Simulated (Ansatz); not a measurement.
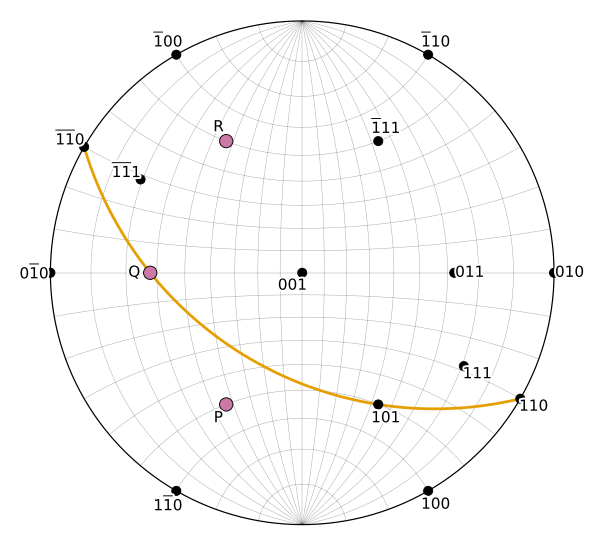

For Bi, the geometry relaxed with DFT, RPBE, plane waves (420 eV) with PAW, scalar-relativistic (Ansatz); the starting structure was generated, so it need not be a known form of this composition: stereographic projection of plane normals (upper hemisphere) centred on (0 0 1). Geometry calculated from the standardised cell; symmetry tolerance 0.002 Å.

a = 3.574 Å, b = 3.574 Å, c = 5.881 Å, α = 90.00°, β = 90.00°, γ = 120.00°.

> Index the poles marked P, Q, R.

P is (1 −1 1), in four indices (1 −1 0 1), 62.2° from the centre; Q is (0 −1 1), in four indices (0 −1 1 1), 62.2° from the centre; R is (−1 0 1), in four indices (−1 0 1 1), 62.2° from the centre.

> Which zone does the coloured great circle trace?

The zone [1 −1 −1]: its poles satisfy h − k − l = 0.

> What is the angle between the normals of (−1 0 1) and (0 1 1), and what are their d_hkl = 1/|g|?

100.1°; d = 2.739 Å and 2.739 Å.
